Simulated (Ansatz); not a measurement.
Run report: WSi₆, single-point calculation (part 2 of 2)

WSi₆ (slab, 7 atoms in the cell); DFT PBEsol, scalar-relativistic, plane waves, PAW, spin-polarised (Ansatz 0.2.0); cutoff 420 eV, 9×9×1 k-mesh, Gaussian smearing of 0.05 eV, collinear spins. The structure derives from a Materials Project entry. It belongs to a series of runs on one base structure; here: W lifted by +3.00 A from its best place.

Geometry of the input (Å; fractional positions):
```
3.8249  0.0000  0.0000
-1.9124  3.3125  0.0000
0.0000  0.0000  26.1211
Si 0.6667  0.3333  0.3254
Si 0.3333  0.6667  0.3559
Si 0.3333  0.6667  0.4465
Si 0.6667  0.3333  0.4756
Si 0.6667  0.3333  0.5673
Si 0.3333  0.6667  0.5929
W  1.0000  1.0000  0.7335
```

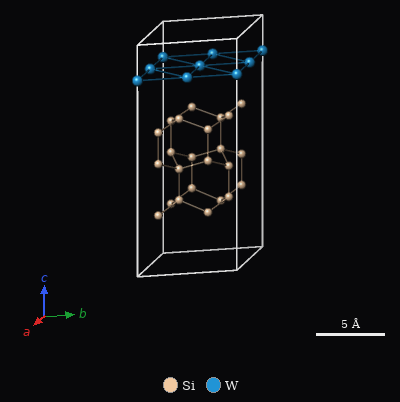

Figure 1. The input geometry (ball-and-stick view of the 2 × 2 repeat of the cell, with the vacuum cut short, seen slightly off an axis). An atom can appear more than once, as a periodic image.

## Output, continued
```
Internal energy: -13975.657968 eV  (E = F + TS)
E sigma→0 (E₀):  -13975.659462 eV
Entropy (-TS):   -0.002987 eV (-0.427 meV/atom)
Fermi energy:    0.586925 eV
Dipole field:    D = 0.009100 V/Å  (p = 0.016643 e·Å, saw-weighted, corrected)
Work function:   Φ+ = 4.6290 eV   Φ− = 4.8667 eV
Levels:          The Fermi level and band energies are counted from a zero that moves with the ramp; work functions are not
--- Per-component energies (eV) ---
  E_band       = -477.027015
  E_kinetic    = 677.950559
  E_local      = -11518.635493  (includes V_loc(G=0)·N_el)
  E_nonlocal   = 165.413407
  E_hartree    = 5423.608789
  E_xc         = -582.823882
  E_vxc        = -505.904577  (∫ρ·V_xc dr)
  E_paw        = -11430.349030  (= ΣΔE_a)
  E_vpaw       = -142.792188  (= ΣTr[D̂ρ^β])
  E_aug_tail   = -0.000025  (compensation charges beyond the density's cutoff)
  E_efield     = 0.000076  (sawtooth field / dipole correction)
  E_vefield    = -0.286062  (∫n·V_field dr)
  E_ewald      = 3288.766475
  E_core_change = 0.411156  (= ΣΔE_core)
  E_smearing   = -0.002987  (= −TS)
  E_closure    = -0.000000  (closes the sum)
  Σ components = -13975.660955   (vs F -13975.660955, Δ=0.00e0)
--- Forces (eV/Å), atoms counted from 1 ---
  atom   1  Si    -0.00000000    -0.00000000     0.41426500
  atom   2  Si    -0.00000000     0.00000000    -0.58050013
  atom   3  Si     0.00000000     0.00000000     0.04363380
  atom   4  Si     0.00000000    -0.00000000     0.06089963
  atom   5  Si    -0.00000000    -0.00000000    -0.10040719
  atom   6  Si     0.00000000     0.00000000     0.73651197
  atom   7  W     -0.00000000    -0.00000000    -0.57437809
  max |Σ_I F_I| component: 2.50e-5 eV/Å
--- Stress (GPa, compression-positive) ---
       -2.321524       0.000000      -0.000000
        0.000000      -2.321524       0.000000
       -0.000000       0.000000      -0.821456
  P = ⅓ Tr σ = -1.8215 GPa (-18.215 kbar)
--- Band table (eV; the first three rows and the last of 24) ---
  k-point 0 ↑: bands = ["-74.0044", "-38.4181", "-38.4181", "-38.3092", "-11.1775", "-10.3889", "-9.4535", "-5.3441", "-3.7777", "-2.9768", "-0.5992", "-0.5764", "-0.5764", "-0.2294", "-0.2294", "-0.0139", "-0.0139", "0.0204", "0.4863", "0.4863", "0.6005", "0.6005", "1.1659", "2.0231", "2.7410", "3.1589", "3.1589", "3.4388"]
  k-point 1 ↑: bands = ["-74.0043", "-38.4217", "-38.4190", "-38.3089", "-11.0326", "-10.2440", "-9.3063", "-5.2704", "-3.5882", "-2.9248", "-1.6516", "-1.0200", "-0.8560", "-0.6401", "-0.3512", "-0.3036", "-0.2889", "-0.0999", "0.0614", "0.3369", "0.3891", "0.4633", "1.3420", "2.4487", "3.0189", "3.3520", "3.6252", "3.6389"]
  k-point 2 ↑: bands = ["-74.0041", "-38.4307", "-38.4214", "-38.3079", "-10.6054", "-9.8168", "-8.8711", "-5.2143", "-3.5262", "-3.1344", "-2.8114", "-2.2845", "-1.8879", "-1.3855", "-0.8026", "-0.5026", "-0.3065", "-0.1939", "-0.1670", "0.2421", "0.3949", "0.4345", "1.1285", "2.1280", "2.7341", "3.4160", "3.6513", "4.5446"]
  k-point 11 ↓: bands = ["-72.6451", "-36.7075", "-36.7075", "-36.2502", "-8.1508", "-7.9970", "-7.1158", "-6.6331", "-6.0581", "-5.9641", "-4.2448", "-3.5531", "-2.7835", "-1.9664", "-1.9293", "0.0908", "0.9195", "1.2817", "1.3738", "2.1593", "2.2124", "2.3055", "2.8463", "3.3398", "4.0834", "4.1905", "4.5692", "5.7187"]
--- Löwdin populations: 7 sites ---
  site symbol       q [e]    m [muB]
     0     Si      3.9421     0.5292
     1     Si      3.9670    -0.0020
     2     Si      3.9582     0.0690
     3     Si      3.9622    -0.0429
     4     Si      3.9459     0.0285
     5     Si      3.9970    -0.3694
     6      W     13.8301     4.1207
  spilling = 0.010458 (of n_electrons = 38.000000)
```

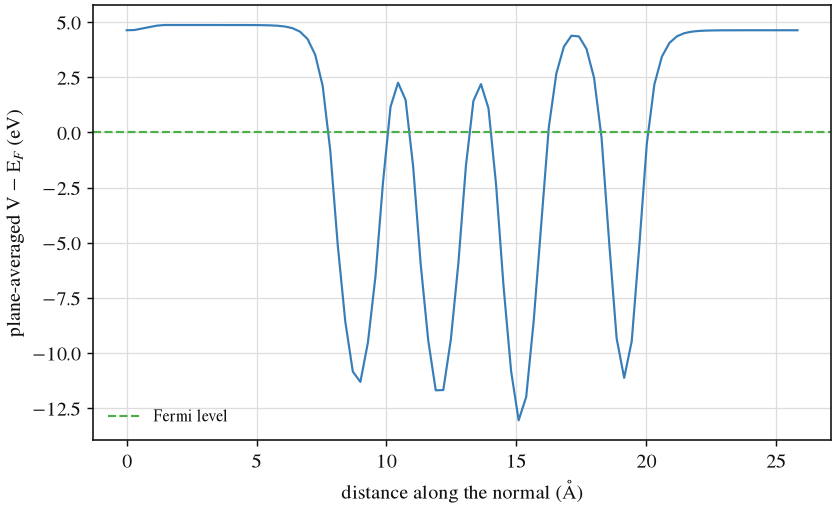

Figure 2. Plane average of the electrostatic potential energy of an electron across the cell, from the Fermi level. The vacuum level lies 4.63 eV above the Fermi level on the upper side and 4.87 eV on the lower.

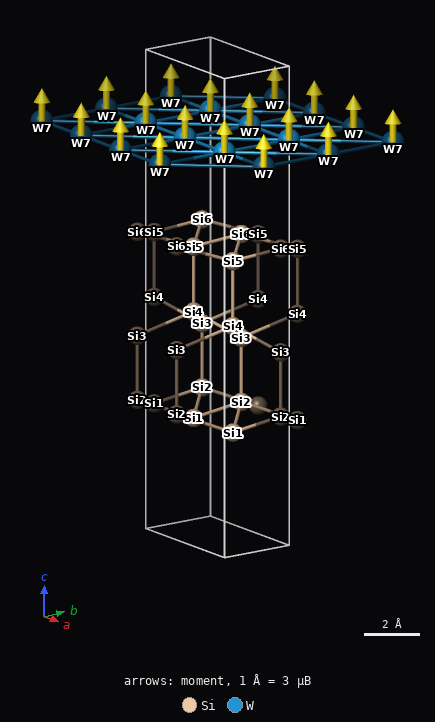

Figure 3. Magnetic moments of the sites as yellow arrows (ball-and-stick view of the 2 × 1 repeat of the cell, with the vacuum cut short, seen slightly off an axis; neighbours outside the cell are drawn fainter; atoms are numbered from 1 in the order of the input); small moments hardly show. The run is collinear, so the axis drawn is arbitrary. Site moments: W7 (3.65 μB); Si1 (0.16 μB); Si6 (−0.11 μB). They are counted near the atoms and needn't add up to the moment of the cell.

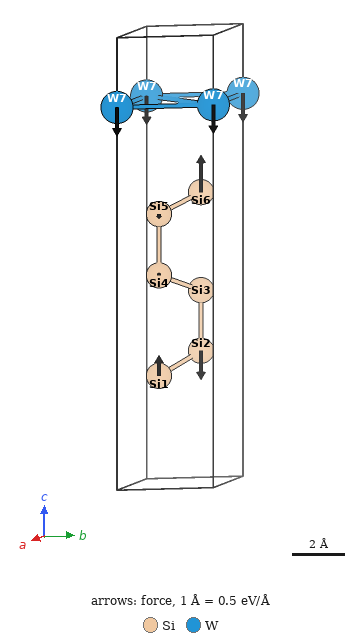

Figure 4. Forces on the atoms as black arrows (ball-and-stick view of the cell of the calculation, with the vacuum cut short, seen slightly off an axis; atoms are numbered from 1 in the order of the input); the smallest are left out. The largest act on Si6 (0.74 eV/Å); Si2 (0.58 eV/Å); W7 (0.57 eV/Å); Si1 (0.41 eV/Å). The geometry is not a stationary point of this energy.

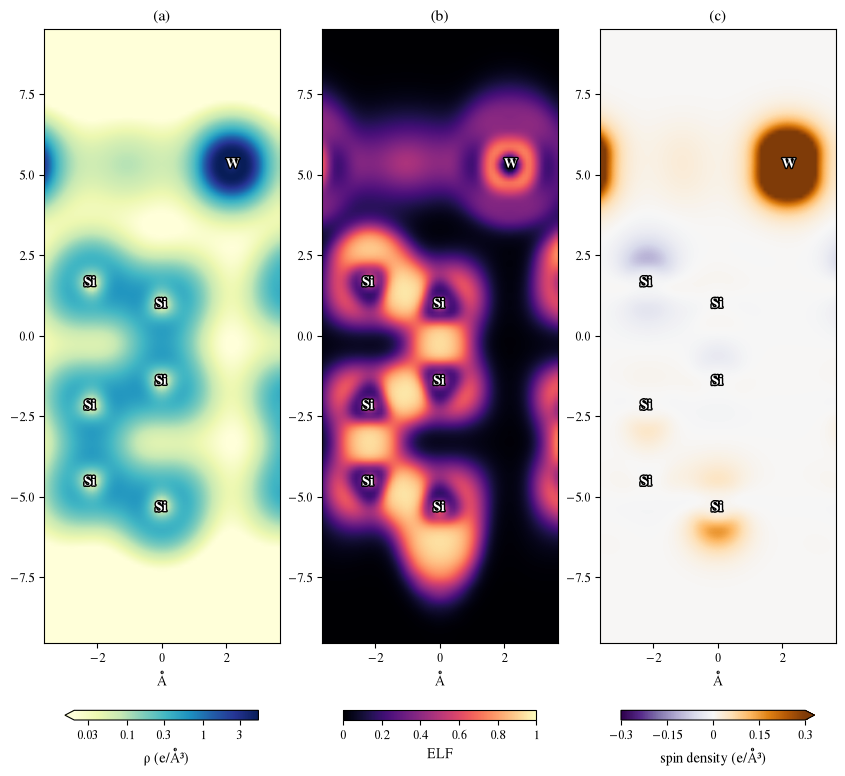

Figure 5. (a) valence pseudo-density; (b) ELF; (c) spin density (up minus down) on the (110) plane of the calculation cell, a cut from vacuum to vacuum. The density dies away to nearly zero in the vacuum. The strong features right at W lie inside the PAW spheres (semicore, d or f shells) and say nothing about bonding. The spin density sits on W: +3.6 μB in one cell of 7 atoms: a single local moment. The cell of the calculation (7 atoms) carries 4.4 μB net. Core electrons are frozen (PAW), so the fields are smoothed inside the atomic spheres.

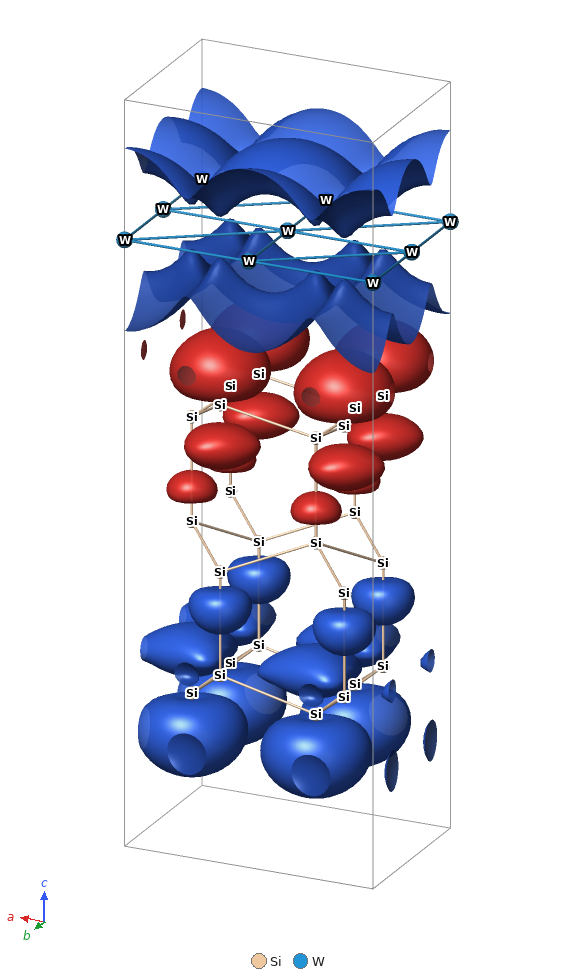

Figure 6. Isosurfaces of the spin density (up minus down) at +0.015 (blue) and −0.015 e/Å³ (red), seen at an oblique angle. Sticks mark near contacts. The spin density sits on W: +3.6 μB in one cell of 7 atoms: a single local moment. The cell of the calculation (7 atoms) carries 4.4 μB net.

## Results in brief

```json
{"quantity": "outcome", "value": "converged"}
{"quantity": "electrons treated", "value": "38"}
{"quantity": "free energy", "value": "−13975.6610 eV"}
{"quantity": "work function, top face", "value": "4.63 eV"}
{"quantity": "work function, bottom face", "value": "4.87 eV"}
{"quantity": "Fermi energy", "value": "0.587 eV"}
{"quantity": "gap on the k-point mesh", "value": "none (metallic)"}
{"quantity": "net moment of the cell", "value": "4.40 μB"}
{"quantity": "integrated absolute moment", "value": "5.18 μB"}
{"quantity": "work function (upper face)", "value": "4.63 eV"}
{"quantity": "largest force (length of the vector)", "value": "0.737 eV/Å"}
{"quantity": "hardware", "value": "1 thread of Arm Neoverse V2, 24 GiB of memory available, shared host"}
{"quantity": "wall time", "value": "37 s"}
{"quantity": "peak memory", "value": "0.59 GiB"}
```

The program warns: the state was not tested for a lower one; the exchange-correlation potential is rough where the density is thin. Spin–orbit coupling is left out, which matters for W.
